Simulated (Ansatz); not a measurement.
**Geometry relaxation of BaTiO$_{3}$ (part 1 of 3)**

The run: geometry relaxation of BaTiO$_{3}$ (5 atoms in the cell). Method and program: DFT PBEsol, scalar-relativistic, plane waves, PAW, no spin polarisation (Ansatz 0.2.0).

The structure derives from a Materials Project entry. It belongs to a series of runs on one base structure; here: biaxial strain in the a-b plane, c and atoms relaxed: -3.0 %. Figures and captions count atoms from 1; the log counts them from 0 in places.

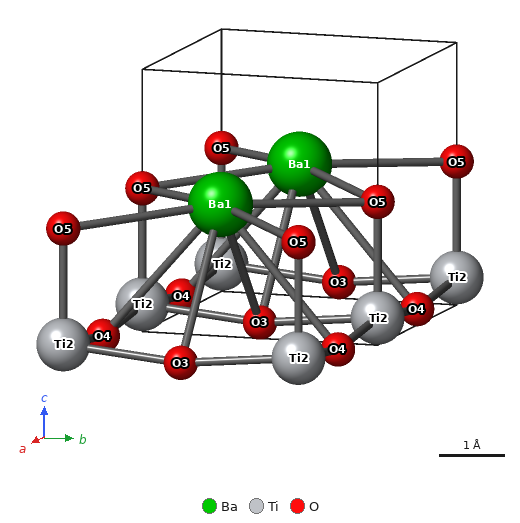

**Figure 1.** The starting structure (ball-and-stick view of the cell of the calculation, repeated 2 × 1 × 1, seen slightly off an axis; atoms are numbered from 1 in the order of the input).

### Input
```yaml
crystal:
  lattice:
    - [3.8368238572, 0.0, 0.0]
    - [0.0, 3.8368238572, 0.0]
    - [0.0, 0.0, 4.1168323191]
  atoms:
    - { symbol: Ba, position: [0.5, 0.5, 0.587466504] }
    - { symbol: Ti, position: [0.0, 0.0, 0.1048089142] }
    - { symbol: O, position: [0.0, 0.5, 0.0606534181] }
    - { symbol: O, position: [0.5, 0.0, 0.0606534181] }
    - { symbol: O, position: [0.0, 0.0, 0.5464147356] }
basis:
  ecutwfc: 420
kpoints:
  mp_grid: { grid: [8, 8, 8] }
hamiltonian:
  xc: pbesol
scf:
  occupations: { method: gaussian, width: 0.02 }
output:
  forces: true
  stress: true
  eigenvalues: true
relax:
  adjacent_minimum: "off"
  f_tol: 0.008
  max_steps: 40
  cell: { stress_tol: 0.015, fix: [a, b, gamma] }
```

Hardware: 1 thread of Intel Xeon @ 2.50GHz (Skylake/Cascade Lake), 192 GiB of memory available, shared host.

Run as:
```bash
ansatz run input.yaml --threads 1 --pin off --max-ram 2560MiB --backend cpu --events-out ev --progress --plain --runs-dir out
```

### The program's output
```
Engine: ansatz 0.2.0, x86_64-unknown-linux-gnu
Pseudopotentials: kind: paw
Pseudopotential: Ba, paw, valence charge 10, recommended cutoff 420 eV (normal), Ba.paw.azcp
Pseudopotential: Ti, paw, valence charge 12, recommended cutoff 420 eV (normal), Ti.paw.azcp
Pseudopotential: O, paw, valence charge 6, recommended cutoff 420 eV (normal), O.paw.azcp
Functional definition: PBEsol
  exchange = pbesol_x
  correlation = pbesol_c
Crystal: 5 atoms, lattice volume = 60.605 Å³
Basis set: ecut = 420 eV, 1197 PW (Γ), exchange–correlation on 54×54×60 points (8 copies of the dense FFT grid, shifted against one another)
Bands: 25, of which v1, the nominal top of the filled ones, is band 20 counted from 1 (19 counted from 0)
Symmetry: 8 space group operations
Space group: P4mm (ITA 99), of the structure as read, at distance tolerance 3.9e-5 Å
k-points: 75 of 512 (time reversal used)
Non-local potential: Ba, projectors of the file, l = 0: 3, l = 1: 2, l = 2: 2, l = 3: 2
Non-local potential: Ti, projectors of the file, l = 0: 3, l = 1: 2, l = 2: 3, l = 3: 1
Non-local potential: O, projectors of the file, l = 0: 2, l = 1: 2, l = 2: 1
PAW form: soft (Blöchl's): semilocal exchange-correlation on the pseudo side does not see the compensation charge
PAW frozen core: Ba, regenerated for the run's functional, and the local potential with it (the file was generated under x = pbe(κ = 0.804, μ = 0.2195149727645171), c = pbe(β = 0.06672455060314922))
PAW frozen core: Ti, regenerated for the run's functional, and the local potential with it (the file was generated under x = pbe(κ = 0.804, μ = 0.2195149727645171), c = pbe(β = 0.06672455060314922))
PAW frozen core: O, regenerated for the run's functional, and the local potential with it (the file was generated under x = pbe(κ = 0.804, μ = 0.2195149727645171), c = pbe(β = 0.06672455060314922))
PAW one-centre angular grid: Ba, 194 points (default); XC on 64 Gauss nodes
PAW one-centre angular grid: Ti, 590 points (default); XC on 64 Gauss nodes
PAW one-centre angular grid: O, 110 points (default); XC on 64 Gauss nodes
Initial density: superposition of atomic densities (neutral atoms: chi_scale 0, normalization atom), corrected by the library's trained network
Initial wavefunctions: pseudopotential atomic-orbital guess
Functional: x = pbesol(κ = 0.804, μ = 0.12345679012345678), c = pbesol(β = 0.046)
SCF iter   1: F=—  HF=-10027.376911 eV  |F-HF|=—  |Δ(HF+E_count)|=         —  Δρ=1.66e-2  dr2=1.40e-1  ethr=1.77e-3  ⟨swp⟩=6.5  Hψ=9628  notcnv=0
preconditioner: auto → Resta (q_TF=auto, 2.546 Å⁻¹)  ε∞=5.7  [insulator: Δε(μ)=1.744 eV  Ē_g=12.454 eV  σ=0.020 eV  W_gap=1.00  n_scr=18 (ndim 8)  ℏωp=27.0 eV  f_vac=0.000  D(μ)=0.00/eV (n_scr^D=0)  ε∞_Penn≈5.7]
SCF iter   2: F=—  HF=-10027.346850 eV  |F-HF|=—  |Δ(HF+E_count)|=   3.01e-2  Δρ=4.18e-3  dr2=1.18e-2  ethr=3.50e-4  ⟨swp⟩=2.2  Hψ=3371  notcnv=0  defer=73
SCF iter   3: F=—  HF=-10027.345341 eV  |F-HF|=—  |Δ(HF+E_count)|=   1.51e-3  Δρ=1.29e-3  dr2=1.01e-3  ethr=2.94e-5  ⟨swp⟩=2.0  Hψ=2845  notcnv=0  defer=75
SCF iter   4: F=—  HF=-10027.345238 eV  |F-HF|=—  |Δ(HF+E_count)|=   1.04e-4  Δρ=1.44e-4  dr2=9.10e-6  ethr=2.54e-6  ⟨swp⟩=2.0  Hψ=3451  notcnv=0  defer=75
SCF iter   5: F=—  HF=-10027.345317 eV  |F-HF|=—  |Δ(HF+E_count)|=   7.96e-5  Δρ=4.08e-5  dr2=7.14e-7  ethr=2.27e-8  ⟨swp⟩=2.0  Hψ=3302  notcnv=0  defer=75
SCF iter   6: F=-10027.345317 eV  HF=-10027.345317 eV  |F-HF|=1.25e-8  |Δ(HF+E_count)|=   4.97e-8  Δρ=1.03e-5  dr2=5.92e-8  ethr=2.50e-10  ⟨swp⟩=10.3  Hψ=10631  notcnv=0
SCF 1 converged in 6 iterations: F = -10027.345317 eV  dr2 = 5.92e-8
  greatest PAW one-centre occupation: 0.999 electrons in one spin orbital (limit 2), on the Ti atom at site 1 (counted from 0), in its partial waves of l = 0
relax step   1: F+E_penalty+E_count = -10027.34531722 eV  Δ(F+E_penalty+E_count) = +0.000e0 eV  max|allowed force component| = 2.400e-1 eV/Å  Δτ_max = 0.0000 Å  P = +10.295 GPa  Ω = 60.605 Å³  fix = [a, b, gamma]  reactions: a +12.995, b +12.995 GPa  (6 SCF iters, dr2 threshold 1.00e-7 eV, accepted)
Crystal: 5 atoms, lattice volume = 61.428 Å³
Basis set: ecut = 420 eV, 1213 PW (Γ), exchange–correlation on 54×54×60 points (8 copies of the dense FFT grid, shifted against one another)
Initial density: handed on by an earlier stage of this run
Initial wavefunctions: those handed on with the density
iter 1 solved again at ethr=6.06e-6 eV; its pass at ethr=3.10e-3 eV (dr2=2.42e-3 eV) is discarded
SCF iter   1: F=—  HF=-10027.357543 eV  |F-HF|=—  |Δ(HF+E_count)|=         —  Δρ=2.16e-3  dr2=2.43e-3  ethr=6.06e-6  ⟨swp⟩=2.0  Hψ=11780  notcnv=0
preconditioner: auto → Resta (q_TF=auto, 2.540 Å⁻¹)  ε∞=5.6  [insulator: Δε(μ)=1.876 eV  Ē_g=12.436 eV  σ=0.020 eV  W_gap=1.00  n_scr=18 (ndim 8)  ℏωp=26.8 eV  f_vac=0.000  D(μ)=0.00/eV (n_scr^D=0)  ε∞_Penn≈5.6]
SCF iter   2: F=—  HF=-10027.357117 eV  |F-HF|=—  |Δ(HF+E_count)|=   4.27e-4  Δρ=9.92e-4  dr2=6.16e-4  ethr=6.06e-6  ⟨swp⟩=1.5  Hψ=2102  notcnv=0
SCF iter   3: F=—  HF=-10027.356988 eV  |F-HF|=—  |Δ(HF+E_count)|=   1.29e-4  Δρ=1.92e-4  dr2=3.12e-5  ethr=1.54e-6  ⟨swp⟩=2.7  Hψ=3203  notcnv=0
SCF iter   4: F=—  HF=-10027.357061 eV  |F-HF|=—  |Δ(HF+E_count)|=   7.28e-5  Δρ=5.23e-5  dr2=2.13e-6  ethr=7.79e-8  ⟨swp⟩=2.5  Hψ=3245  notcnv=0
iter 5 did not close the SCF: its close was put off for the readings that it lacked (scf_convergence_deferred on its scf_iter line)
SCF iter   5: F=-10027.357061 eV  HF=-10027.357061 eV  |F-HF|=3.07e-8  |Δ(HF+E_count)|=  9.51e-10  Δρ=1.31e-5  dr2=1.36e-7  ethr=5.32e-9  ⟨swp⟩=2.7  Hψ=3203  notcnv=0
SCF iter   6: F=-10027.357061 eV  HF=-10027.357061 eV  |F-HF|=8.85e-9  |Δ(HF+E_count)|=  9.95e-10  Δρ=5.65e-6  dr2=1.72e-8  ethr=3.40e-10  ⟨swp⟩=3.9  Hψ=7262  notcnv=0
SCF 2 converged in 6 iterations: F = -10027.357061 eV  dr2 = 1.72e-8
relax step   2: F+E_penalty+E_count = -10027.35706078 eV  Δ(F+E_penalty+E_count) = -1.174e-2 eV  max|allowed force component| = 7.073e-2 eV/Å  Δτ_max = 0.0077 Å  P = +7.944 GPa  Ω = 61.428 Å³  energy of the carried Pulay correction = -3.183e-3 eV  fix = [a, b, gamma]  reactions: a +11.252, b +11.252 GPa  (6 SCF iters, dr2 threshold 5.00e-7 eV, accepted)
Crystal: 5 atoms, lattice volume = 61.985 Å³
Basis set: ecut = 420 eV, 1231 PW (Γ), exchange–correlation on 54×54×60 points (8 copies of the dense FFT grid, shifted against one another)
iter 1 solved again at ethr=9.72e-6 eV; its pass at ethr=3.10e-3 eV (dr2=3.89e-3 eV) is discarded
SCF iter   1: F=—  HF=-10027.359398 eV  |F-HF|=—  |Δ(HF+E_count)|=         —  Δρ=2.05e-3  dr2=3.90e-3  ethr=9.72e-6  ⟨swp⟩=1.9  Hψ=11270  notcnv=0
preconditioner: auto → Resta (q_TF=auto, 2.536 Å⁻¹)  ε∞=5.6  [insulator: Δε(μ)=1.906 eV  Ē_g=12.406 eV  σ=0.020 eV  W_gap=1.00  n_scr=18 (ndim 8)  ℏωp=26.7 eV  f_vac=0.000  D(μ)=0.00/eV (n_scr^D=0)  ε∞_Penn≈5.6]
SCF iter   2: F=—  HF=-10027.358510 eV  |F-HF|=—  |Δ(HF+E_count)|=   8.88e-4  Δρ=1.05e-3  dr2=1.23e-3  ethr=9.72e-6  ⟨swp⟩=2.1  Hψ=3081  notcnv=0
SCF iter   3: F=—  HF=-10027.358122 eV  |F-HF|=—  |Δ(HF+E_count)|=   3.88e-4  Δρ=2.28e-4  dr2=3.35e-5  ethr=3.08e-6  ⟨swp⟩=2.0  Hψ=2889  notcnv=0
SCF iter   4: F=—  HF=-10027.358198 eV  |F-HF|=—  |Δ(HF+E_count)|=   7.52e-5  Δρ=7.04e-5  dr2=2.39e-6  ethr=8.37e-8  ⟨swp⟩=2.1  Hψ=2973  notcnv=0
iter 5 did not close the SCF: its close was put off for the readings that it lacked (scf_convergence_deferred on its scf_iter line)
SCF iter   5: F=-10027.358198 eV  HF=-10027.358198 eV  |F-HF|=2.08e-8  |Δ(HF+E_count)|=   7.75e-7  Δρ=1.43e-5  dr2=9.83e-8  ethr=5.96e-9  ⟨swp⟩=2.0  Hψ=3148  notcnv=0
SCF iter   6: F=-10027.358199 eV  HF=-10027.358199 eV  |F-HF|=3.32e-9  |Δ(HF+E_count)|=   4.99e-8  Δρ=5.04e-6  dr2=1.22e-8  ethr=2.46e-10  ⟨swp⟩=3.5  Hψ=7434  notcnv=0
SCF 3 converged in 6 iterations: F = -10027.358199 eV  dr2 = 1.22e-8
relax step   3: F+E_penalty+E_count = -10027.35819850 eV  Δ(F+E_penalty+E_count) = -1.138e-3 eV  max|allowed force component| = 2.939e-1 eV/Å  Δτ_max = 0.0241 Å  P = +6.655 GPa  Ω = 61.985 Å³  energy of the carried Pulay correction = -5.308e-3 eV  fix = [a, b, gamma]  reactions: a +10.169, b +10.169 GPa  (6 SCF iters, dr2 threshold 5.00e-7 eV, accepted)
Crystal: 5 atoms, lattice volume = 62.188 Å³
iter 1 solved again at ethr=2.56e-6 eV; its pass at ethr=3.10e-3 eV (dr2=1.02e-3 eV) is discarded
SCF iter   1: F=—  HF=-10027.359368 eV  |F-HF|=—  |Δ(HF+E_count)|=         —  Δρ=1.40e-3  dr2=1.05e-3  ethr=2.56e-6  ⟨swp⟩=2.1  Hψ=10663  notcnv=0
preconditioner: auto → Resta (q_TF=auto, 2.535 Å⁻¹)  ε∞=5.6  [insulator: Δε(μ)=1.883 eV  Ē_g=12.393 eV  σ=0.020 eV  W_gap=1.00  n_scr=18 (ndim 8)  ℏωp=26.6 eV  f_vac=0.000  D(μ)=0.00/eV (n_scr^D=0)  ε∞_Penn≈5.6]
SCF iter   2: F=—  HF=-10027.359170 eV  |F-HF|=—  |Δ(HF+E_count)|=   1.98e-4  Δρ=6.69e-4  dr2=2.41e-4  ethr=2.56e-6  ⟨swp⟩=2.2  Hψ=2870  notcnv=0
SCF iter   3: F=—  HF=-10027.359194 eV  |F-HF|=—  |Δ(HF+E_count)|=   2.41e-5  Δρ=7.86e-5  dr2=4.25e-6  ethr=6.02e-7  ⟨swp⟩=2.0  Hψ=3001  notcnv=0
iter 4 did not close the SCF: its close was put off for the readings that it lacked (scf_convergence_deferred on its scf_iter line)
SCF iter   4: F=-10027.359194 eV  HF=-10027.359194 eV  |F-HF|=6.55e-8  |Δ(HF+E_count)|=   6.25e-7  Δρ=2.29e-5  dr2=3.53e-7  ethr=1.06e-8  ⟨swp⟩=2.1  Hψ=3074  notcnv=0
iter 5 did not close the SCF: its close was put off for the readings that it lacked (scf_convergence_deferred on its scf_iter line)
SCF iter   5: F=-10027.359194 eV  HF=-10027.359194 eV  |F-HF|=7.11e-9  |Δ(HF+E_count)|=   1.18e-8  Δρ=5.63e-6  dr2=2.22e-8  ethr=8.82e-10  ⟨swp⟩=2.3  Hψ=3216  notcnv=0
SCF iter   6: F=-10027.359194 eV  HF=-10027.359194 eV  |F-HF|=1.86e-9  |Δ(HF+E_count)|=  3.46e-11  Δρ=2.55e-6  dr2=3.12e-9  ethr=5.55e-11  ⟨swp⟩=3.1  Hψ=6435  notcnv=0
SCF 4 converged in 6 iterations: F = -10027.359194 eV  dr2 = 3.12e-9
relax step   4: F+E_penalty+E_count = -10027.35919370 eV  Δ(F+E_penalty+E_count) = -9.952e-4 eV  max|allowed force component| = 2.094e-1 eV/Å  Δτ_max = 0.0113 Å  P = +6.117 GPa  Ω = 62.188 Å³  energy of the carried Pulay correction = -6.078e-3 eV  fix = [a, b, gamma]  reactions: a +9.617, b +9.617 GPa  (6 SCF iters, dr2 threshold 5.00e-7 eV, accepted)
Crystal: 5 atoms, lattice volume = 62.270 Å³
iter 1 solved again at ethr=7.34e-7 eV; its pass at ethr=3.10e-3 eV (dr2=2.94e-4 eV) is discarded
SCF iter   1: F=—  HF=-10027.360106 eV  |F-HF|=—  |Δ(HF+E_count)|=         —  Δρ=7.19e-4  dr2=3.01e-4  ethr=7.34e-7  ⟨swp⟩=2.4  Hψ=10066  notcnv=0
preconditioner: auto → Resta (q_TF=auto, 2.534 Å⁻¹)  ε∞=5.6  [insulator: Δε(μ)=1.897 eV  Ē_g=12.404 eV  σ=0.020 eV  W_gap=1.00  n_scr=18 (ndim 8)  ℏωp=26.6 eV  f_vac=0.000  D(μ)=0.00/eV (n_scr^D=0)  ε∞_Penn≈5.6]
SCF iter   2: F=—  HF=-10027.360144 eV  |F-HF|=—  |Δ(HF+E_count)|=   3.80e-5  Δρ=3.82e-4  dr2=9.52e-5  ethr=7.34e-7  ⟨swp⟩=1.1  Hψ=1879  notcnv=0
SCF iter   3: F=—  HF=-10027.360123 eV  |F-HF|=—  |Δ(HF+E_count)|=   2.07e-5  Δρ=4.21e-5  dr2=1.69e-6  ethr=2.38e-7  ⟨swp⟩=2.5  Hψ=3176  notcnv=0
iter 4 did not close the SCF: its close was put off for the readings that it lacked (scf_convergence_deferred on its scf_iter line)
SCF iter   4: F=-10027.360123 eV  HF=-10027.360123 eV  |F-HF|=1.81e-8  |Δ(HF+E_count)|=   1.79e-7  Δρ=1.35e-5  dr2=9.60e-8  ethr=4.22e-9  ⟨swp⟩=2.5  Hψ=3291  notcnv=0
iter 5 did not close the SCF: its close was put off for the readings that it lacked (scf_convergence_deferred on its scf_iter line)
SCF iter   5: F=-10027.360123 eV  HF=-10027.360123 eV  |F-HF|=4.60e-9  |Δ(HF+E_count)|=  9.90e-10  Δρ=3.23e-6  dr2=7.50e-9  ethr=2.40e-10  ⟨swp⟩=2.1  Hψ=3034  notcnv=0
SCF iter   6: F=-10027.360123 eV  HF=-10027.360123 eV  |F-HF|=2.18e-10  |Δ(HF+E_count)|=  5.64e-10  Δρ=9.36e-7  dr2=5.58e-10  ethr=1.87e-11  ⟨swp⟩=2.6  Hψ=6101  notcnv=0
SCF 5 converged in 6 iterations: F = -10027.360123 eV  dr2 = 5.58e-10
relax step   5: F+E_penalty+E_count = -10027.36012265 eV  Δ(F+E_penalty+E_count) = -9.289e-4 eV  max|allowed force component| = 1.413e-1 eV/Å  Δτ_max = 0.0052 Å  P = +6.127 GPa  Ω = 62.270 Å³  energy of the carried Pulay correction = -6.389e-3 eV  fix = [a, b, gamma]  reactions: a +9.484, b +9.484 GPa  (6 SCF iters, dr2 threshold 5.00e-7 eV, accepted)
Crystal: 5 atoms, lattice volume = 62.476 Å³
Basis set: ecut = 420 eV, 1239 PW (Γ), exchange–correlation on 54×54×60 points (8 copies of the dense FFT grid, shifted against one another)
iter 1 solved again at ethr=4.41e-6 eV; its pass at ethr=3.10e-3 eV (dr2=1.76e-3 eV) is discarded
```
